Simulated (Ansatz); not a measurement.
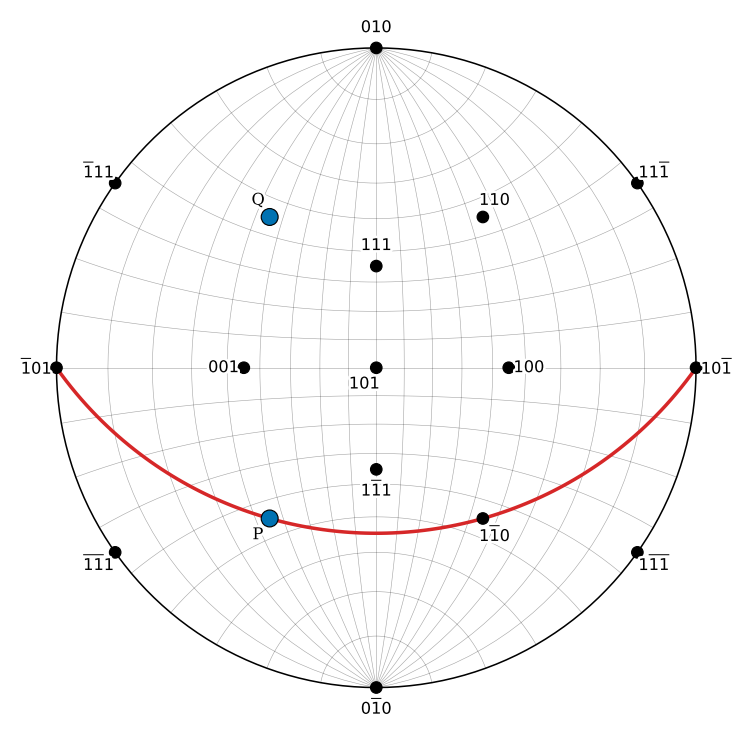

Stereographic projection of plane normals (upper hemisphere) centred on (1 0 1). Crystal: V, the end point of a relaxation with Ansatz, DFT, PBEsol, plane waves (420 eV) with PAW, scalar-relativistic; the starting structure was generated, so it need not be a known form of this composition. The drawing is computed from the coordinates (standard cell, symmetry found to 0.002 Å).

a = 5.198 Å, b = 5.198 Å, c = 5.198 Å, α = 90.00°, β = 90.00°, γ = 90.00°.

**Index the poles marked P, Q.**

P is (0 −1 1), 60.0° from the centre; Q is (0 1 1), 60.0° from the centre.

**Which zone does the coloured great circle trace?**

The zone [1 1 1]: its poles satisfy h + k + l = 0.

**What is the angle between the normals of (1 −1 1) and (1 1 −1), and what are their d_hkl = 1/|g|?**

109.5°; d = 3.001 Å and 3.001 Å.
